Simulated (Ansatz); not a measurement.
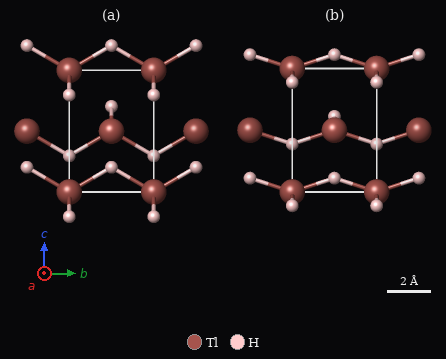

The structure of a crystal of TlH$_{2}$ (built on the tetragonal zirconia_137 type) before (left) and after (right) a relaxation, at one scale.

A ball-and-stick model of the cell of the calculation, seen along the a axis.

Case: tetragonal zirconia type (P4_2/nmc, No. 137).

Level of theory: DFT PBE, scalar-relativistic, plane waves, PAW (Ansatz).

Input
```yaml
crystal:
  lattice:
    - [3.9403831669, 0.0, 0.0]
    - [0.0, 3.9403831669, 0.0]
    - [0.0, 0.0, 5.672635259]
  atoms:
    - { symbol: Tl, position: [0.0, 0.0, 0.0] }
    - { symbol: Tl, position: [0.5, 0.5, 0.5] }
    - { symbol: H, position: [0.0, 0.5, 0.203] }
    - { symbol: H, position: [0.0, 0.5, 0.703] }
    - { symbol: H, position: [0.5, 0.0, 0.297] }
    - { symbol: H, position: [0.5, 0.0, 0.797] }
basis:
  ecutwfc: 420
kpoints:
  mp_grid: { grid: [10, 10, 8] }
hamiltonian:
  xc: pbe
scf:
  occupations: { method: gaussian, width: 0.1 }
output:
  forces: true
  stress: true
  eigenvalues: true
relax:
  adjacent_minimum: "off"
  f_tol: 0.01
  max_steps: 80
  cell: { stress_tol: 0.05 }
```

Launched with:
```bash
ansatz run input.yaml --threads 1 --pin off --max-ram 2560MiB --backend cpu --events-out ev --progress --plain --runs-dir out
```

> Summarise the run.

Over 6 accepted moves (7 points after the start) the energy falls by 68.5 meV per atom. Largest force component: 0.27 eV/Å at the start, 0.001 eV/Å at the end. The pressure goes from −2.84 to 0.02 GPa. The SCF was repeated once at an unchanged geometry on a basis and grid sized afresh for the cell, which shifted the energy by 0.1 meV per atom at most. The largest moves relative to the cell, 0.52 Å, are those of H3, H4, H5 and H6. H4 goes along −c. Tl stays in place. The volume changes by +1.3 %, with a = b 3.940 → 3.936 Å (−0.1 %), c 5.673 → 5.756 Å (+1.5 %). Some distances before and after: Tl1–H3 2.282 → 2.071 Å. The space group stays P4_2/nmc (No. 137).
